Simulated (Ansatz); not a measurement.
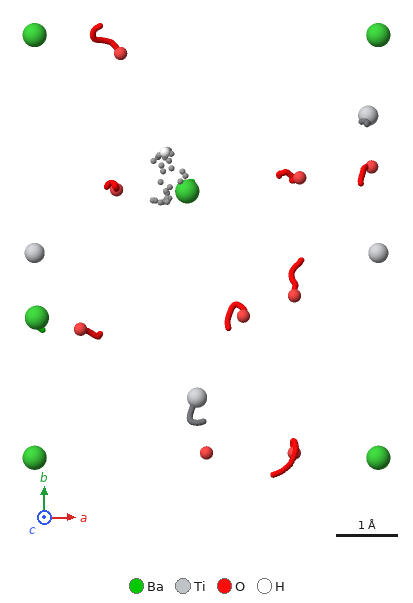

A Born-Oppenheimer molecular dynamics run of H on BaTiO3(100) (16 atoms in the cell), 55 fs long. It starts from the last geometry of an earlier run, with fresh velocities. Dots mark each atom's position at evenly spaced times, in the colour of its element; spheres stand at the starting positions. Fixed atoms have no trace. Seen along the c axis in the simulation cell, with the vacuum cut short.

Computed with DFT PBE, scalar-relativistic, plane waves, PAW (Ansatz 0.2.0). Set-up: plane-wave cutoff 420 eV; k-point mesh 2 × 2 × 1; Fermi-Dirac smearing 0.05 eV; spin collinear; 3 atoms held fixed; Langevin thermostat (NVT); set temperature 1800 K; time step 0.5 fs; friction 0.01 per fs.

### How do the atoms move?

In the second half of the run the atoms are, in the root-mean-square, this far from where they began (common drift taken out): H 0.65 Å, O 0.44 Å, Ti 0.36 Å, Ba 0.17 Å. The run lasts only 55 fs, too short to tell vibration from diffusion.

Limits of the set-up: the periodic images lie only 5.7 Å apart, so the values are limited by the cell's size.

PAW datasets: the set soft_1.
